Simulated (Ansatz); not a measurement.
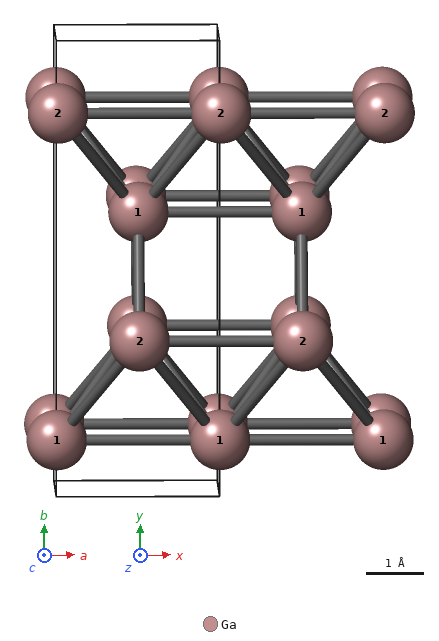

Crystalline Ga (Cmcm): Ga1 (one in each cell of 2 atoms) is moved over the plane of the Cartesian directions x and y, all else fixed. The picture shows the reference cell. A ball-and-stick model of the conventional cell (2 times the calculation's cell), repeated 2 × 1 × 2 with one cell outlined, seen nearly along the normal of the scanned plane. Lengths and directions refer to the drawn axes.

These are results of DFT PBEsol, scalar-relativistic, plane waves, PAW (Ansatz 0.2.0), not measurements. (plane-wave cutoff 420 eV; k-point mesh 18 × 18 × 16; occupations gaussian; smearing width 0.15 eV; no spin polarisation). Energies (free energies at the smearing named) are counted from the cell as listed in its source, which wasn't relaxed.

Input file:
```yaml
crystal:
  lattice:
    - [1.45, -4.065, 0.0]
    - [1.45, 4.065, 0.0]
    - [0.0, 0.0, 3.17]
  atoms:
    - { symbol: Ga, position: [0.867, 0.133, 0.25] }
    - { symbol: Ga, position: [0.133, 0.867, 0.75] }
basis:
  ecutwfc: 420
kpoints:
  mp_grid: { grid: [18, 18, 16] }
hamiltonian:
  xc: pbesol
scf:
  occupations: { method: gaussian, width: 0.15 }
output:
  forces: true
  stress: true
  eigenvalues: true
```

Launched with:
```bash
ansatz run input.yaml --threads 1 --pin off --max-ram 2560MiB --backend cpu --events-out ev --progress --plain --runs-dir out
```

> Predict the energy profile on a grid with rows −0.20, −0.10, 0.00, 0.10, 0.20 and columns −0.20, −0.10, 0.00, 0.10, 0.20 (displacement along x (Å); displacement along y (Å)).

Rows: displacement along x (Å); columns: displacement along y (Å); values in meV/cell.

```
       −0.20  −0.10  0.00  0.10  0.20
−0.20  125.0   40.6   5.3  15.2  67.8
−0.10  132.3   42.3   1.3   5.3  51.3
 0.00  134.9   42.9   0.0   2.0  45.7
 0.10  132.3   42.3   1.3   5.3  51.3
 0.20  125.0   40.6   5.3  15.2  67.8
```

In pairs of (displacement along x (Å); displacement along y (Å)): the lowest computed point lies at (0.00, 0.00) (0.0 meV/cell), the highest at (0.00, −0.20) (134.9 meV/cell).  Over the ranges scanned the energy rises more along the second axis, the displacement along y.
